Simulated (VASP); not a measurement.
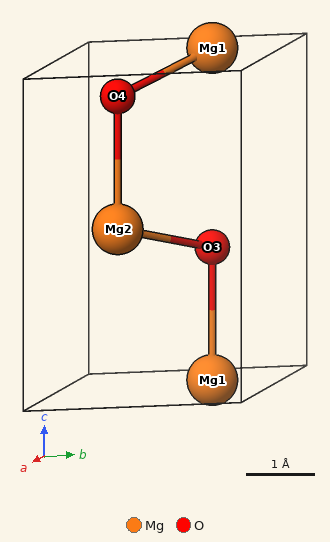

The starting structure (ball-and-stick view of the cell of the calculation, seen slightly off an axis; atoms are numbered from 1 in the order of the input).

## MgO: geometry relaxation (part 1 of 2)

System: MgO (P6₃mc, 4 atoms in the cell).
Method: Kohn-Sham DFT of a periodic cell, PBEsol, VASP PAW PBE potentials, recommended, no spin polarisation (VASP 6.6.1).

The structure derives from a Materials Project entry.

## OSZICAR
```
N       E                     dE             d eps       ncg     rms          rms(c)
DAV:   1     0.795032376371E+02    0.79503E+02   -0.84118E+03  1152   0.132E+03
DAV:   2    -0.227152669133E+02   -0.10222E+03   -0.92548E+02  1580   0.245E+02
DAV:   3    -0.283839957982E+02   -0.56687E+01   -0.56366E+01  1444   0.649E+01
DAV:   4    -0.284182889187E+02   -0.34293E-01   -0.34290E-01  1224   0.589E+00
DAV:   5    -0.284185137005E+02   -0.22478E-03   -0.22478E-03  1416   0.471E-01    0.109E+01
DAV:   6    -0.246604000622E+02    0.37581E+01   -0.15333E+01  1244   0.326E+01    0.386E+00
DAV:   7    -0.245846515961E+02    0.75748E-01   -0.20624E-01  1164   0.479E+00    0.213E+00
DAV:   8    -0.245569681349E+02    0.27683E-01   -0.84984E-02  1208   0.415E+00    0.402E-01
DAV:   9    -0.245554800175E+02    0.14881E-02   -0.14434E-02  1352   0.110E+00    0.140E-01
DAV:  10    -0.245556471979E+02   -0.16718E-03   -0.94911E-04  1152   0.328E-01    0.175E-02
DAV:  11    -0.245556556783E+02   -0.84804E-05   -0.32791E-05  1224   0.541E-02    0.104E-02
DAV:  12    -0.245556551023E+02    0.57600E-06   -0.23078E-06  1132   0.149E-02
   1 F= -.24555655E+02 E0= -.24555655E+02  d E =-.245557E+02
       N       E                     dE             d eps       ncg     rms          rms(c)
DAV:   1    -0.245559577633E+02   -0.30208E-03   -0.71840E-03  1160   0.894E-01    0.127E-01
DAV:   2    -0.245556682165E+02    0.28955E-03   -0.12738E-03  1220   0.321E-01    0.134E-02
DAV:   3    -0.245556652208E+02    0.29957E-05   -0.24395E-05  1164   0.517E-02    0.777E-03
DAV:   4    -0.245556637869E+02    0.14339E-05   -0.21063E-06   876   0.154E-02    0.252E-03
DAV:   5    -0.245556637427E+02    0.44180E-07   -0.35433E-07   576   0.562E-03
   2 F= -.24555664E+02 E0= -.24555664E+02  d E =-.864043E-05
       N       E                     dE             d eps       ncg     rms          rms(c)
DAV:   1    -0.245557475482E+02   -0.83761E-04   -0.18138E-03  1160   0.448E-01    0.639E-02
DAV:   2    -0.245556741931E+02    0.73355E-04   -0.32198E-04  1216   0.161E-01    0.674E-03
DAV:   3    -0.245556731126E+02    0.10805E-05   -0.61336E-06  1164   0.259E-02    0.391E-03
DAV:   4    -0.245556727632E+02    0.34937E-06   -0.52283E-07   596   0.766E-03
   3 F= -.24555673E+02 E0= -.24555673E+02  d E =-.176609E-04
```

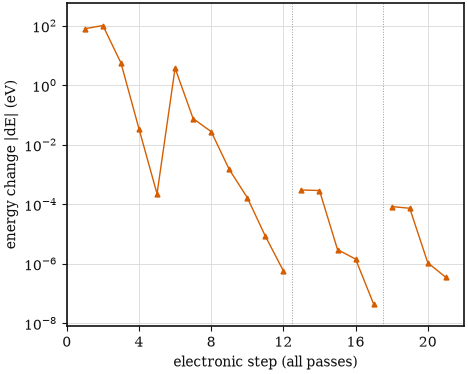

Convergence of the self-consistent field: energy change |dE| against the electronic step. Each stretch between dotted lines is the SCF of one geometry step of a relaxation. The 3 ionic steps take 4 to 12 electronic steps each. The density is held fixed in the first few steps, and dE rises again when its update begins.

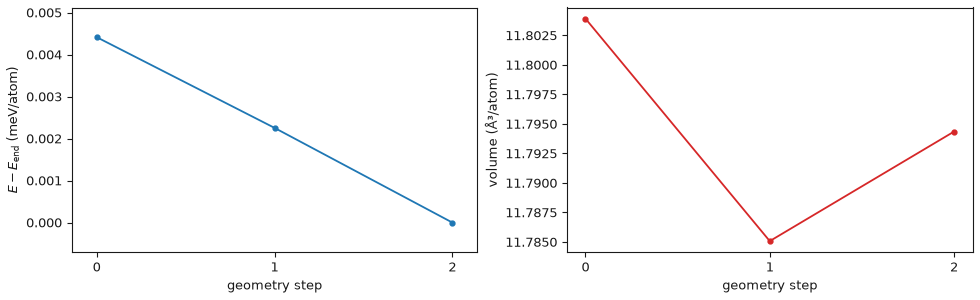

Progress of the relaxation, step by step (steps are counted from 0). The atoms keep their places relative to the cell (all moves are under 0.005 Å). After 2 geometry steps the energy has fallen by next to nothing (0.0 meV per atom). Largest force component: 0.0096 eV/Å at the start, 0.0073 eV/Å at the end.

## Parts of OUTCAR
```
PREC = Accurate
   ENCUT = 600
   EDIFF = 1E-6
   ISMEAR = 0
   LREAL = False
   LASPH = True
   NELM = 80
   ISIF = 3
   GGA = PS
   IBRION = 2
   NSW = 90
   EDIFFG = -0.01

 ion  position               nearest neighbor table
   1  0.333  0.667  0.002-   4 1.97   4 1.97   4 1.97   3 1.99   2 3.14   2 3.14   2 3.14   2 3.14
                             2 3.14   2 3.14
   2  0.667  0.333  0.502-   3 1.97   3 1.97   3 1.97   4 1.99   1 3.14   1 3.14   1 3.14   1 3.14
                             1 3.14   1 3.14
   3  0.333  0.667  0.402-   2 1.97   2 1.97   2 1.97   1 1.99
   4  0.667  0.333  0.902-   1 1.97   1 1.97   1 1.97   2 1.99

  LATTYP: Found a hexagonal cell.
 ALAT       =     3.3077869900
 C/A-ratio  =     1.5064094771

  Lattice vectors:

 A1 = (   3.3077869900,   0.0000000000,   0.0000000000)
 A2 = (  -1.6538934900,   2.8646275600,   0.0000000000)
 A3 = (   0.0000000000,   0.0000000000,   4.9828816700)

Analysis of symmetry for initial positions (statically):
=====================================================================
 Subroutine PRICEL returns:
 Original cell was already a primitive cell.

 Routine SETGRP: Setting up the symmetry group for a
 hexagonal supercell.

 Subroutine GETGRP returns: Found 12 space group operations
 (whereof  6 operations were pure point group operations)
 out of a pool of 24 trial point group operations.

The static configuration has the point symmetry C_3v.
 The point group associated with its full space group is C_6v.

Analysis of symmetry for dynamics (positions and initial velocities):
=====================================================================
 Subroutine PRICEL returns:
 Original cell was already a primitive cell.

 Routine SETGRP: Setting up the symmetry group for a
 hexagonal supercell.

 Subroutine GETGRP returns: Found 12 space group operations
 (whereof  6 operations were pure point group operations)
 out of a pool of 24 trial point group operations.

The dynamic configuration has the point symmetry C_3v.
 The point group associated with its full space group is C_6v.

 Subroutine INISYM returns: Found 12 space group operations
 (whereof  6 operations are pure point group operations),
 and found     1 'primitive' translations

----------------------------------------------------------------------------------------

                                     Primitive cell

  volume of cell :      47.2157

  direct lattice vectors                    reciprocal lattice vectors
     3.307786990  0.000000000  0.000000000     0.302316928  0.174542759  0.000000000
    -1.653893490  2.864627560  0.000000000     0.000000000  0.349085520  0.000000000
     0.000000000  0.000000000  4.982881670     0.000000000  0.000000000  0.200687086

  length of vectors
     3.307786990  3.307786984  4.982881670     0.349085519  0.349085520  0.200687086

  position of ions in fractional coordinates (direct lattice)
     0.333333330  0.666666670  0.002159740
     0.666666670  0.333333330  0.502159740
     0.333333330  0.666666670  0.402440260
     0.666666670  0.333333330  0.902440260

  ion indices of the primitive-cell ions
   primitive index   ion index
                 1           1
                 2           2
                 3           3
                 4           4

----------------------------------------------------------------------------------------

 KPOINTS: Automatic mesh

Automatic generation of k-mesh.
 Grid dimensions read from file:
 generate k-points for:    9    9    6

 Generating k-lattice:

  Cartesian coordinates                     Fractional coordinates (reciprocal lattice)
     0.033590770  0.019393640  0.000000000     0.111111111  0.000000000  0.000000000
     0.000000000  0.038787280  0.000000000     0.000000000  0.111111111  0.000000000
     0.000000000  0.000000000  0.033447848     0.000000000  0.000000000  0.166666667

  Length of vectors
     0.038787280  0.038787280  0.033447848

  Shift w.r.t. Gamma in fractional coordinates (k-lattice)
     0.000000000  0.000000000  0.000000000

 Subroutine IBZKPT returns following result:
 ===========================================

 Found     48 irreducible k-points:

 Following reciprocal coordinates:
            Coordinates               Weight
  0.000000  0.000000  0.000000      1.000000
  0.111111 -0.000000  0.000000      6.000000
  0.222222  0.000000  0.000000      6.000000
  0.333333  0.000000  0.000000      6.000000
  0.444444  0.000000  0.000000      6.000000
  0.111111  0.111111  0.000000      6.000000
  0.222222  0.111111  0.000000     12.000000
  0.333333  0.111111  0.000000     12.000000
  0.444444  0.111111  0.000000      6.000000
  0.222222  0.222222  0.000000      6.000000
  0.333333  0.222222  0.000000     12.000000
  0.333333  0.333333  0.000000      2.000000
  0.000000  0.000000  0.166667      2.000000
  0.111111 -0.000000  0.166667     12.000000
  0.222222  0.000000  0.166667     12.000000
  0.333333  0.000000  0.166667     12.000000
  0.444444  0.000000  0.166667     12.000000
  0.111111  0.111111  0.166667     12.000000
  0.222222  0.111111  0.166667     24.000000
  0.333333  0.111111  0.166667     24.000000
  0.444444  0.111111  0.166667     12.000000
  0.222222  0.222222  0.166667     12.000000
  0.333333  0.222222  0.166667     24.000000
  0.333333  0.333333  0.166667      4.000000
 [... further k-points ...]
   k-points           NKPTS =     48   k-points in BZ     NKDIM =     48   number of bands    NBANDS=     12
   number of dos      NEDOS =    301   number of ions     NIONS =      4
   total plane-waves  NPLWV =  31360
   dimension x,y,z NGX =    28 NGY =   28 NGZ =   40
   dimension x,y,z NGXF=    56 NGYF=   56 NGZF=   80
   ions per type =               2   2
   NGX,Y,Z   is equivalent  to a cutoff of  14.07, 14.07, 13.35 a.u.
   NGXF,Y,Z  is equivalent  to a cutoff of  28.15, 28.15, 26.69 a.u.
 SYSTEM =  unknown system
   PREC   = accura    normal or accurate (medium, high low for compatibility)
   ISTART =      0    job   : 0-new  1-cont  2-samecut
   ICHARG =      2    charge: 1-file 2-atom 10-const
   ISPIN  =      1    spin polarized calculation?
   LNONCOLLINEAR =      F non collinear calculations
   LSORBIT =      F    spin-orbit coupling
   LASPH  =      T    aspherical Exc in radial PAW
   ENCUT  =  600.0 eV  44.10 Ry    6.64 a.u.   6.61  6.61  9.95*2*pi/ulx,y,z
   NELM   =     80;   NELMIN=  2; NELMDL= -5     # of ELM steps
   EDIFF  = 0.1E-05   stopping-criterion for ELM
   LREAL  =      F    real-space projection
   EDIFFG = -.1E-01   stopping-criterion for IOM
   NSW    =     90    number of steps for IOM
   IBRION =      2    ionic relax: 0-MD 1-quasi-New 2-CG
   NFREE  =      1    steps in history (QN), initial steepest desc. (CG)
   ISIF   =      3    stress and relaxation
   ISYM   =      2    0-nonsym 1-usesym 2-fastsym
   POTIM  = 0.5000    time-step for ionic-motion
   TEBEG  =    0.0;   TEEND  =   0.0 temperature during run
   PSTRESS=    0.0 pullay stress
   NELECT =      16.0000    total number of electrons
   NUPDOWN=      -1.0000    fix difference up-down
   EMIN   =  10.00;   EMAX   =-10.00  energy-range for DOS
   EFERMI =   0.00;   METHOD = LEGACY
   ISMEAR =     0;   SIGMA  =   0.03  broadening in eV -4-tet -1-fermi 0-gaus
   EFERMI_NEDOS =   21; number of points for ismear=-14 and -15
   IALGO  =     38    algorithm
   IMIX   =      4    mixing-type and parameters
     AMIX     =   0.40;   BMIX     =  1.00
     AMIX_MAG =   1.60;   BMIX_MAG =  1.00
  volume/ion in A,a.u.               =      11.80        79.66
  Fermi-wavevector in a.u.,A,eV,Ry     =   1.141351  2.156842 17.724080  1.302683
  Thomas-Fermi vector in A             =   2.278052
   LORBIT       =      0    0 simple, 1 ext, 2 COOP (PROOUT), +10 PAW based schemes
   GGA     = PS    functional components
   LHFCALC =     F    Hartree Fock is set to
   AEXX    =    0.0000 exact exchange contribution
   IVDW    =     0    specifies the selected vdW correction
   LEPSILON=     F    determine dielectric tensor
   LRPA    =     F    only Hartree local field effects (RPA)
 conjugate gradient relaxation of ions
 non-spin polarized calculation
 Gauss-broadening in eV      SIGMA  =   0.03
  energy-cutoff  :      600.00
  volume of cell :       47.22
 maximum number of plane-waves:      1604
 NGX is ok and might be reduce to    28
   NGX = 13   NGY = 13   NGZ = 19

--------------------------------------- Ionic step        1  -------------------------------------------

 number of electron      15.9999997 magnetization

 Free energy of the ion-electron system (eV)
  ---------------------------------------------------
  ext. energy  EPLUGINS =         0.00000000
  ---------------------------------------------------
  free energy    TOTEN  =       -24.55565510 eV

  energy without entropy =      -24.55565510  energy(sigma->0) =      -24.55565510

------------------------ aborting loop because EDIFF is reached ----------------------------------------
```
